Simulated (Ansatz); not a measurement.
# Run report: ZnS, single-point calculation

The run: single-point calculation of ZnS (P3m1, 4 atoms in the cell). Method and program: DFT r2SCAN, scalar-relativistic, plane waves, PAW, no spin polarisation (Ansatz 0.2.0).

The structure derives from an entry of the Crystallography Open Database. It belongs to a series of runs on one base structure; here: atom 1 (Zn) moved by (+0.000, -0.225) A along [1 1 0] and z. Figures and captions count atoms from 1; the log counts them from 0 in places.

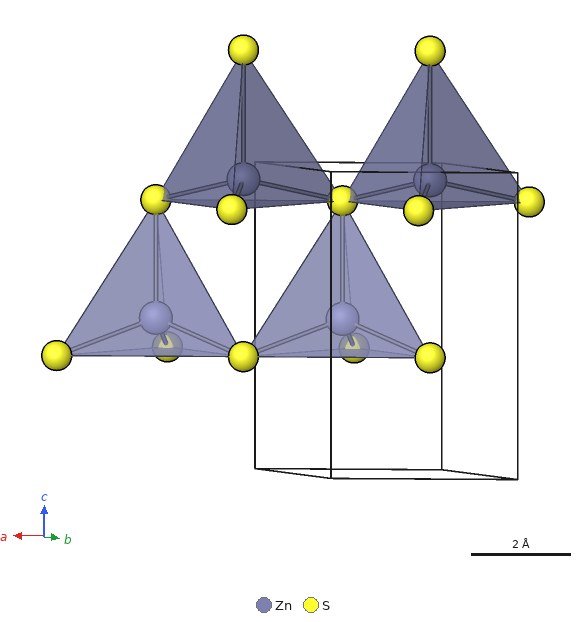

Fig. 1: The structure as given in the input (polyhedral view of the cell of the calculation, repeated 2 × 1 × 1, seen at an oblique angle; polyhedra are completed across the faces of the cell). An atom can appear more than once, as a periodic image.

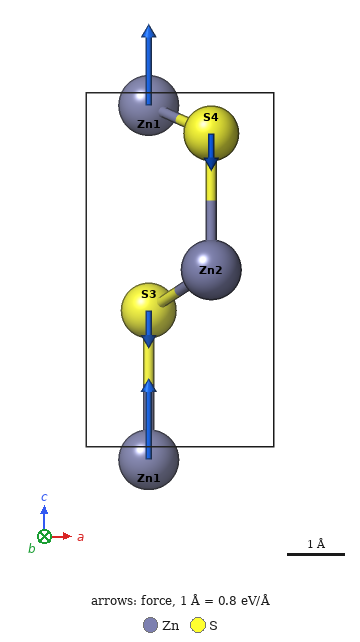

Fig. 2: Forces on the atoms as blue arrows (ball-and-stick view of the cell of the calculation, along the b axis; atoms are numbered from 1 in the order of the input); the smallest are left out. The largest act on Zn1 (1.15 eV/Å); S3 (0.54 eV/Å); S4 (0.53 eV/Å). The geometry is not a stationary point of this energy.

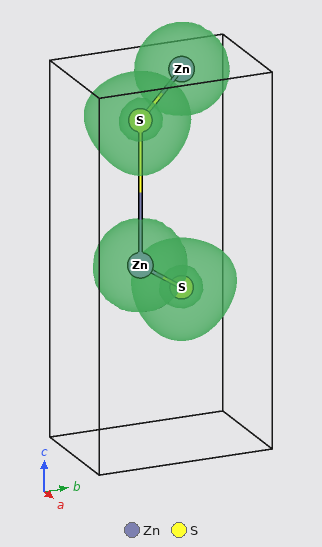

Fig. 3: Isosurface of the valence electron density at 0.8 e/Å³ (green), seen slightly off an axis. Sticks mark near contacts. The outline is the cell set on symmetry axes. At this value the density breaks into separate islands; it holds about 60 % of the electrons treated as valence. It is pinched off along the Zn–S (2.25 Å), Zn–S (2.31 Å) and Zn–S (2.40 Å) contacts. On the grid the lowest density along these lines, outside the cores, is 0.55 e/Å³ (Zn–S, 2.25 Å), 0.5 e/Å³ (Zn–S, 2.31 Å) and 0.42 e/Å³ (Zn–S, 2.40 Å). In a PAW calculation such maps are meaningful between the atoms, not at the nuclei.

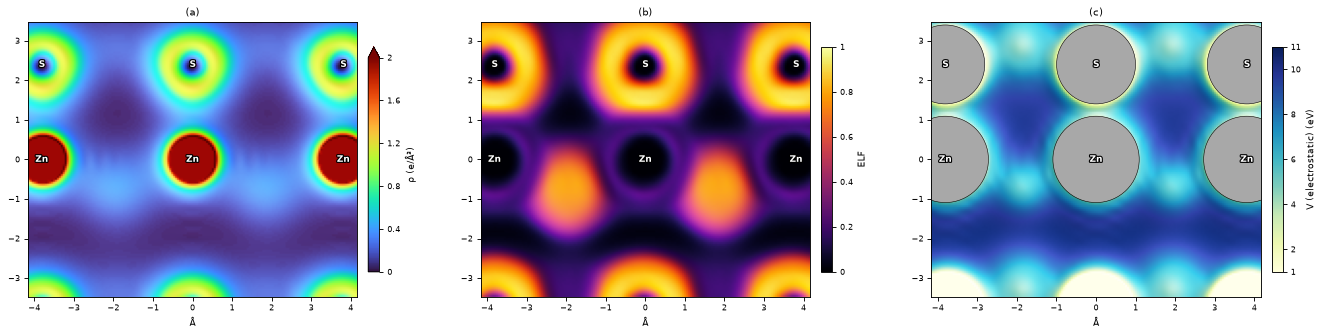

Fig. 4: (a) valence electron density; (b) ELF; (c) electrostatic potential (local pseudopotential plus Hartree) felt by an electron on the (010) plane of the conventional cell. Grey discs, where drawn, cover atomic cores. Zn–S (2.40 Å): ρ is about 0.45 e/Å³ halfway; the ELF is about 0.55 at the midpoint. Away from the nuclei the density in this plane falls to 0.03 e/Å³ at its lowest. Outside the cores the potential energy rises away from the atoms and is highest about 2.0 Å from the nearest atoms; outside the discs it spans about 10 eV, and its zero is arbitrary.

The input that produced these results follows, with the program's output.

**The input**
```yaml
crystal:
  lattice:
    - [3.8109987816, 0.0, 0.0]
    - [-1.9054993908, 3.3004217586, 0.0]
    - [0.0, 0.0, 6.234]
  atoms:
    - { symbol: Zn, position: [0.3333333333, 0.6666666667, -0.0360923965] }
    - { symbol: Zn, position: [0.6666666667, 0.3333333333, 0.5] }
    - { symbol: S, position: [0.3333333333, 0.6666666667, 0.385] }
    - { symbol: S, position: [0.6666666667, 0.3333333333, 0.885] }
basis:
  ecutwfc: 500
kpoints:
  mp_grid: { grid: [6, 6, 4] }
hamiltonian:
  xc: r2scan
scf:
  occupations: { method: gaussian, width: 0.05 }
output:
  forces: true
  stress: true
  eigenvalues: true
  write_density: true
  write_potential: true
  elf: true
  volumetric_format: npy
```

Run as:
```bash
ansatz run input.yaml --threads 1 --pin off --max-ram 2560MiB --backend cpu --events-out ev --progress --plain --runs-dir out
```

**Output**
```
Engine: ansatz 0.2.0, x86_64-unknown-linux-gnu
Pseudopotentials: kind: paw
Pseudopotential: Zn, paw, valence charge 12, recommended cutoff 500 eV (meta_gga), Zn.paw.azcp
Pseudopotential: S, paw, valence charge 6, recommended cutoff 500 eV (meta_gga), S.paw.azcp
Functional definition: r2SCAN
  parameter k0 = 0.174
  parameter k1 = 0.065
  parameter a1 = 4.9479
  exchange = r2scan_x(k0 = k0, k1 = k1, a1 = a1)
  correlation = r2scan_c
Crystal: 4 atoms, lattice volume = 78.411 Å³
Basis set: ecut = 500 eV, 1973 PW (Γ), exchange–correlation on 120×120×192 points (64 copies of the dense FFT grid, shifted against one another)
Bands: 22, of which v1, the nominal top of the filled ones, is band 18 counted from 1 (17 counted from 0)
Symmetry: 6 space group operations
Space group: P3m1 (ITA 156), of the structure as read, at distance tolerance 4.3e-5 Å
k-points: 24 of 144 (time reversal used)
Non-local potential: Zn, projectors of the file, l = 0: 2, l = 1: 2, l = 2: 3, l = 3: 1
Non-local potential: S, projectors of the file, l = 0: 2, l = 1: 2, l = 2: 2
PAW form: soft (Blöchl's): semilocal exchange-correlation on the pseudo side does not see the compensation charge
PAW frozen core: Zn, regenerated for the run's functional (the file was generated under x = pbe(κ = 0.804, μ = 0.2195149727645171), c = pbe(β = 0.06672455060314922))
PAW frozen core: S, regenerated for the run's functional (the file was generated under x = pbe(κ = 0.804, μ = 0.2195149727645171), c = pbe(β = 0.06672455060314922))
PAW one-centre angular grid: Zn, 590 points (default); XC on 261 of its mesh's 2673 points in the sphere
PAW one-centre angular grid: S, 302 points (default); XC on 160 Gauss nodes
Initial density: superposition of atomic densities (neutral atoms: chi_scale 0, normalization atom), corrected by the library's trained network
Initial wavefunctions: pseudopotential atomic-orbital guess
Functional: x = r2scan, c = r2scan; τ floored in thin density (d = 2e-4 eV/Å³)
SCF iter   1: F=—  HF=-8466.685183 eV  |F-HF|=—  |Δ(HF+E_count)|=         —  Δρ=1.54e-2  dr2=9.14e-2  dr2_τ=1.46e-2  ethr=1.77e-3  ⟨swp⟩=6.2  Hψ=2589  notcnv=0
preconditioner: auto → Resta (q_TF=auto, 2.396 Å⁻¹)  ε∞=5.8  [insulator: Δε(μ)=2.639 eV  Ē_g=11.461 eV  σ=0.050 eV  W_gap=1.00  n_scr=22 (ndim 8)  ℏωp=25.2 eV  f_vac=0.042  D(μ)=0.00/eV (n_scr^D=0)  ε∞_Penn≈5.8]
SCF iter   2: F=—  HF=-8466.686414 eV  |F-HF|=—  |Δ(HF+E_count)|=   1.23e-3  Δρ=2.43e-3  dr2=2.89e-3  dr2_τ=5.12e-4  ethr=2.54e-4  ⟨swp⟩=2.2  Hψ=1211  notcnv=0
SCF iter   3: F=—  HF=-8466.683228 eV  |F-HF|=—  |Δ(HF+E_count)|=   3.19e-3  Δρ=3.26e-3  dr2=3.94e-3  dr2_τ=2.77e-5  ethr=8.03e-6  ⟨swp⟩=2.0  Hψ=1005  notcnv=0
SCF iter   4: F=—  HF=-8466.682921 eV  |F-HF|=—  |Δ(HF+E_count)|=   3.07e-4  Δρ=6.96e-4  dr2=2.07e-4  dr2_τ=6.73e-6  ethr=8.03e-6  ⟨swp⟩=2.0  Hψ=896  notcnv=0
SCF iter   5: F=—  HF=-8466.682956 eV  |F-HF|=—  |Δ(HF+E_count)|=   3.54e-5  Δρ=1.64e-4  dr2=1.63e-5  dr2_τ=5.10e-7  ethr=5.76e-7  ⟨swp⟩=2.0  Hψ=957  notcnv=0
SCF iter   6: F=—  HF=-8466.682962 eV  |F-HF|=—  |Δ(HF+E_count)|=   6.05e-6  Δρ=6.67e-5  dr2=2.12e-6  dr2_τ=1.70e-8  ethr=4.52e-8  ⟨swp⟩=2.1  Hψ=832  notcnv=0
SCF iter   7: F=—  HF=-8466.682961 eV  |F-HF|=—  |Δ(HF+E_count)|=   6.91e-7  Δρ=2.38e-5  dr2=2.82e-7  dr2_τ=3.45e-9  ethr=5.88e-9  ⟨swp⟩=2.0  Hψ=912  notcnv=0
SCF iter   8: F=-8466.682962 eV  HF=-8466.682962 eV  |F-HF|=9.17e-9  |Δ(HF+E_count)|=   1.75e-7  Δρ=5.44e-6  dr2=2.38e-8  dr2_τ=4.99e-10  ethr=2.78e-10  ⟨swp⟩=9.4  Hψ=4103  notcnv=0
SCF 1 converged in 8 iterations: F = -8466.682962 eV  dr2 = 2.38e-8
  greatest PAW one-centre occupation: 0.984 electrons in one spin orbital (limit 2), on the Zn atom at site 0 (counted from 0), in its partial waves of l = 2
SCF converged after 8 iterations
Free energy (F): -8466.682962 eV
Harris-Foulkes:  -8466.682962 eV  (|F-HF|=9.17e-9)
Internal energy: -8466.682962 eV  (E = F + TS)
E sigma→0 (E₀):  -8466.682962 eV
Fermi energy:    6.981608 eV
--- Per-component energies (eV) ---
  E_band       = -4.514621
  E_kinetic    = 475.700060
  E_local      = -4113.827806  (includes V_loc(G=0)·N_el)
  E_nonlocal   = 1293.093075
  E_hartree    = 1727.105082
  E_xc         = -431.836615
  E_vxc        = -296.801401  (∫ρ·V_xc dr)
  E_paw        = -4919.587192  (= ΣΔE_a)
  E_vpaw       = -831.571037  (= ΣTr[D̂ρ^β])
  E_aug_tail   = -0.000102  (compensation charges beyond the density's cutoff)
  E_vtau       = 14.680829  (kinetic-family band-sum trace: ∫τ·v_τ [+ j·A + Jᵃ·Aᵃ] dr)
  E_ewald      = -2496.744694
  E_core_change = -0.584771  (= ΣΔE_core)
  E_smearing   = -0.000000  (= −TS)
  E_closure    = 0.000000  (closes the sum)
  Σ components = -8466.682962   (vs F -8466.682962, Δ=0.00e0)
--- Forces (eV/Å), atoms counted from 1 ---
  atom   1  Zn     0.00000000    -0.00000000     1.15136963
  atom   2  Zn     0.00000000     0.00000000    -0.07846302
  atom   3  S      0.00000000    -0.00000000    -0.53919975
  atom   4  S      0.00000000     0.00000000    -0.53374566
  max |Σ_I F_I| component: 3.88e-5 eV/Å
--- Stress (GPa, compression-positive) ---
        2.519583       0.000000       0.000000
        0.000000       2.519583      -0.000000
        0.000000      -0.000000      -1.663144
  P = ⅓ Tr σ = 1.1253 GPa (11.253 kbar)
--- Band table (eV; the first three rows and the last of 24) ---
  k-point 0: bands = ["-8.3580", "-7.0884", "-1.3709", "-1.3709", "-0.9031", "-0.7171", "-0.7171", "-0.6641", "-0.6641", "-0.2008", "-0.2008", "-0.1683", "0.5617", "4.6317", "4.6317", "5.6285", "5.6471", "5.6471", "8.3154", "9.0279", "12.2066", "12.2066"]
  k-point 1: bands = ["-8.2877", "-7.1943", "-1.3720", "-1.3720", "-0.9317", "-0.7375", "-0.7375", "-0.6430", "-0.6430", "-0.4782", "-0.2014", "-0.2014", "1.3829", "4.6302", "4.7057", "4.7057", "5.5597", "5.5597", "8.8519", "9.4726", "12.2572", "12.2572"]
  k-point 2: bands = ["-8.2021", "-7.3149", "-1.3730", "-1.3730", "-0.9650", "-0.7514", "-0.7514", "-0.6284", "-0.6284", "-0.6163", "-0.2021", "-0.2021", "2.5806", "3.2743", "4.7986", "4.7986", "5.4533", "5.4533", "9.1722", "9.8717", "12.3708", "12.3708"]
  k-point 23: bands = ["-7.3836", "-6.5027", "-1.0292", "-0.9846", "-0.9551", "-0.7666", "-0.5323", "-0.5316", "-0.5079", "-0.2389", "-0.2091", "0.1081", "0.5715", "0.9179", "1.8109", "2.6769", "4.2762", "4.6591", "10.3182", "10.8316", "12.3759", "12.7795"]
```

**Key numbers**

| quantity | value |
| --- | --- |
| outcome | converged |
| space group (tolerance 0.01 Å) | P3m1 (156) |
| electrons treated | 36 |
| free energy | −8466.6830 eV |
| Fermi energy | 6.982 eV |
| gap on the k-point mesh | 2.67 eV |
| pressure | 1.13 GPa |
| largest force (length of the vector) | 1.151 eV/Å |
| hardware | 1 thread of Intel Xeon (Granite Rapids), 32 GiB of memory available, shared host |
| wall time | 5.7 s |
| peak memory | 0.55 GiB |
